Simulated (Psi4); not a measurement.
# OMP2/def2-SVPD (density fitting for correlation) run of CHF3 (trifluoromethane)

What is the vertical electron affinity of CHF3 (trifluoromethane) at OMP2/def2-SVPD (density fitting for correlation)? 

The calculation is run with Psi4 1.11.

1 further run of the same task is left out (set aside as unsound or not needed).

### Step 1. The system as given

The species is CHF3 (5 atoms), meant as a singlet with charge 0. As SMILES, `FC(F)F`. The shape is that of a PBE0-D4/def2-TZVP optimisation.

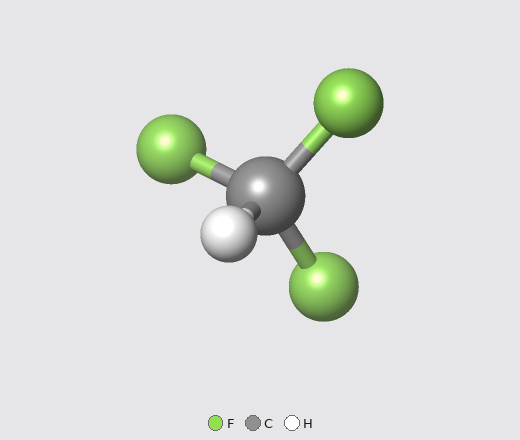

Viewed from a chosen angle; fluorine green, carbon grey, hydrogen white.

### Step 2. The energy at OMP2/def2-SVPD (density fitting for correlation)

Input file chf3.xyz:

```xyz
5
CHF3
F     -0.668650    -0.329700     1.079190
C      0.019500     0.056360     0.006820
F      1.047350    -0.773770    -0.157470
F     -0.772570    -0.035090    -1.059420
H      0.374370     1.082210     0.130870
```

Input file chf3_ase.py:

```python
import numpy as np
from ase.calculators.psi4 import Psi4
from ase.io import read

atoms = read('chf3.xyz')
calc = Psi4(atoms=atoms, method='omp2', basis='def2-SVPD', memory='2200MB', num_threads=1, charge=0, multiplicity=1, label='chf3', reference='rhf')
calc.psi4.set_options({'puream': True, 'e_convergence': 1e-09, 'd_convergence': 1e-08, 'scf_type': 'pk', 'num_frozen_docc': 4})
atoms.calc = calc

print(f'energy: {atoms.get_potential_energy():.6f} eV')
```

On the command line:

```console
python chf3_ase.py
```

chf3.dat:

```text
[...]
  Running in c1 symmetry.
[...]
  Nuclear repulsion =  133.952934315841190
[...]
  Multiplicity = 1
[...]
  Nalpha       = 17
  Nbeta        = 17
[...]
    Number of basis functions: 97
[...]
   @RHF iter   1:  -336.43087637714899   -3.71045e-01   5.03112e-03 ADIIS/DIIS
[...]
   @RHF iter  10:  -336.52278177623225   -2.50111e-12   4.16321e-09 DIIS
[...]
    Orbital Energies [Eh]
    ---------------------
    Doubly Occupied:
       1A    -26.349405     2A    -26.349402     3A    -26.349383
       4A    -11.524655     5A     -1.723967     6A     -1.624323
       7A     -1.624320     8A     -0.987168     9A     -0.858490
      10A     -0.837942    11A     -0.837942    12A     -0.722115
      13A     -0.722114    14A     -0.678687    15A     -0.678686
      16A     -0.660995    17A     -0.603510
[...]
  @RHF Final Energy:  -336.52278177623225
   => Energetics <=
    Nuclear Repulsion Energy =            133.9529343158411905
    One-Electron Energy =                -734.6852196903375898
    Two-Electron Energy =                 264.2095035982641775
    Total Energy =                       -336.5227817762322502
[...]
 Multipole Moments:
 ------------------------------------------------------------------------------------
     Multipole            Electronic (a.u.)      Nuclear  (a.u.)        Total (a.u.)
 ------------------------------------------------------------------------------------
 L = 1.  Multiply by 2.5417464519 to convert [e a0] to [Debye]
 Dipole X            :         -0.2996638            0.5367396            0.2370758
 Dipole Y            :         -0.8662771            1.5515684            0.6852913
 Dipole Z            :         -0.1047363            0.1876370            0.0829007
 Magnitude           :                                                    0.7298641
[...]
	Warning: cc_lambda option is changed to TRUE
	For this residual convergence, default PCG convergence is:     1.00e-07
[...]
	DF-MP2 Total Energy (a.u.)         :  -337.23952062086568
[...]
	DF-MP2 Total Energy (a.u.)         :  -337.25038698954830
[...]
	DF-OMP2 Total Energy (a.u.)        :  -337.25038698953091
[...]
```

On the terminal:

```text
energy: -9177.050467 eV
```

Wall time 14 s (1 thread of Intel Xeon Platinum 8375C at 2.90GHz (Ice Lake), shared host); peak memory 0.37 GiB.

### Step 3. The doublet anion

Input file input.json:

```json
{
 "schema_name": "qcschema_input",
 "schema_version": 1,
 "molecule": {
  "schema_name": "qcschema_molecule",
  "schema_version": 2,
  "symbols": ["F", "C", "F", "F", "H"],
  "geometry": [-1.26356537, -0.6230427, 2.03937354, 0.03684966, 0.10650496, 0.01288793, 1.97920466, -1.46221338, -0.29757517, -1.45994571, -0.06631049, -2.00201365, 0.70745677, 2.04508051, 0.24730846],
  "molecular_charge": -1,
  "molecular_multiplicity": 2,
  "fix_symmetry": "c1"
 },
 "driver": "energy",
 "model": {
  "method": "omp2",
  "basis": "def2-SVPD"
 },
 "keywords": {
  "reference": "uhf",
  "puream": true,
  "e_convergence": 1e-09,
  "d_convergence": 1e-08,
  "scf_type": "pk",
  "num_frozen_docc": 4,
  "maxiter": 100
 }
}
```

On the command line:

```console
psi4 --qcschema input.json -n 1 --memory 2200MB
```

stdout:

```text
[...]
  Running in c1 symmetry.
[...]
  Nuclear repulsion =  133.952934405460724
[...]
  Multiplicity = 2
[...]
  Nalpha       = 18
  Nbeta        = 17
[...]
    Number of basis functions: 97
[...]
   @UHF iter   1:  -336.34505657111708   -2.85226e-01   4.80646e-03 ADIIS/DIIS
[...]
   @UHF iter  14:  -336.43155633889563   -2.95586e-12   6.51295e-09 DIIS
[...]
   @S^2 Observed:                7.506340531E-01
[...]
    Orbital Energies [Eh]
    ---------------------
    Alpha Occupied:
       1A    -26.167658     2A    -26.167655     3A    -26.167637
       4A    -11.321018     5A     -1.541610     6A     -1.442930
       7A     -1.442927     8A     -0.803369     9A     -0.673835
      10A     -0.656947    11A     -0.656946    12A     -0.542503
      13A     -0.542503    14A     -0.497886    15A     -0.497885
      16A     -0.480626    17A     -0.413751    18A      0.088629
    Alpha Virtual:
      19A      0.265805    20A      0.275377    21A      0.275378
      22A      0.355415    23A      0.355416    24A      0.373307
      25A      0.373308    26A      0.374832    27A      0.470054
[...]
  @UHF Final Energy:  -336.43155633889563
   => Energetics <=
    Nuclear Repulsion Energy =            133.9529344054607236
    One-Electron Energy =                -740.8467509104677902
    Two-Electron Energy =                 270.4622601661114345
    Total Energy =                       -336.4315563388956321
  UHF NO Occupations:
  HONO-2 :   16  A 1.9999684
  HONO-1 :   17  A 1.9997824
[...]
 Multipole Moments:
 ------------------------------------------------------------------------------------
     Multipole            Electronic (a.u.)      Nuclear  (a.u.)        Total (a.u.)
 ------------------------------------------------------------------------------------
 L = 1.  Multiply by 2.5417464519 to convert [e a0] to [Debye]
 Dipole X            :         -1.0758661            0.5367396           -0.5391265
 Dipole Y            :         -3.1100043            1.5515684           -1.5584359
 Dipole Z            :         -0.3761276            0.1876370           -0.1884906
 Magnitude           :                                                    1.6597917
[...]
	Warning: cc_lambda option is changed to TRUE
	For this residual convergence, default PCG convergence is:     1.00e-07
[...]
	DF-SCS-MP2 Total Energy (a.u.)     :  -337.12821984606046
	DF-SOS-MP2 Total Energy (a.u.)     :  -337.11354391309709
[...]
	DF-SCS-OMP2 Total Energy (a.u.)    :  -337.13765303510002
	DF-SOS-OMP2 Total Energy (a.u.)    :  -337.06724619824189
	DF-SCS(N)-OMP2 Total Energy (a.u.) :  -336.78859400650765
[...]
	DF-OMP2 Total Energy (a.u.)        :  -337.17006666049190
[...]
```

The result, in JSON:

```text
{
 "driver": "energy",
 "model": {
  "method": "omp2",
  "basis": "def2-SVPD"
 },
 "success": true,
 "return_result": -337.1700666604919,
 "properties": {
  "calcinfo_nbasis": 97,
  "calcinfo_nmo": 97,
  "calcinfo_nalpha": 18,
  "calcinfo_nbeta": 17,
  "calcinfo_natom": 5,
  "nuclear_repulsion_energy": 133.95293440546072,
  "return_energy": -337.1700666604919,
  "scf_one_electron_energy": -740.8467509104678,
  "scf_two_electron_energy": 270.46226016611143,
  "scf_dipole_moment": [-0.5391264976310177, -1.5584359053606374, -0.1884906151563716],
  "scf_total_energy": -336.43155633889563,
  "scf_iterations": 14,
  "mp2_same_spin_correlation_energy": -0.20140954678252487,
  "mp2_opposite_spin_correlation_energy": -0.5246058263088351,
  "mp2_singles_energy": 0.0,
  "mp2_doubles_energy": -0.7260153730913599,
  "mp2_correlation_energy": -0.726015373091343,
  "mp2_total_energy": -337.157571711987
 }
}
```

Wall time 45 s (1 thread of Intel Xeon Platinum 8375C at 2.90GHz (Ice Lake), shared host); peak memory 0.36 GiB.

### Step 4. Outcome

Level: OMP2/def2-SVPD (density fitting for correlation), 4 core orbitals frozen.

```
                                                                 quantity          value
                                               singlet CHF3: total energy  -337.25039 Eh
                        singlet CHF3: HOMO energy (Hartree–Fock orbitals)      -16.42 eV
                        singlet CHF3: LUMO energy (Hartree–Fock orbitals)        2.54 eV
                      singlet CHF3: HOMO–LUMO gap (Hartree–Fock orbitals)       18.96 eV
                singlet CHF3: correlation energy (4 core orbitals frozen)     -727.6 mEh
                                              doublet anion: total energy  -337.17007 Eh
doublet anion: HOMO energy (Hartree–Fock orbitals) (highest over α and β)        2.41 eV
 doublet anion: LUMO energy (Hartree–Fock orbitals) (lowest over α and β)        6.88 eV
               doublet anion: correlation energy (4 core orbitals frozen)     -738.5 mEh
                         doublet anion: ⟨S²⟩ of the reference determinant          0.751
                        vertical electron affinity (to the doublet anion)      -2.186 eV
```

**Reading.** The anion lies 2.19 eV (50 kcal/mol) above the neutral: the electron isn't bound at this level, and such a value depends on the basis. The HOMO (doublet anion) lies at positive energy, 2.41 eV: the electron is unbound at this level or held by a compact basis; values depend on the basis.
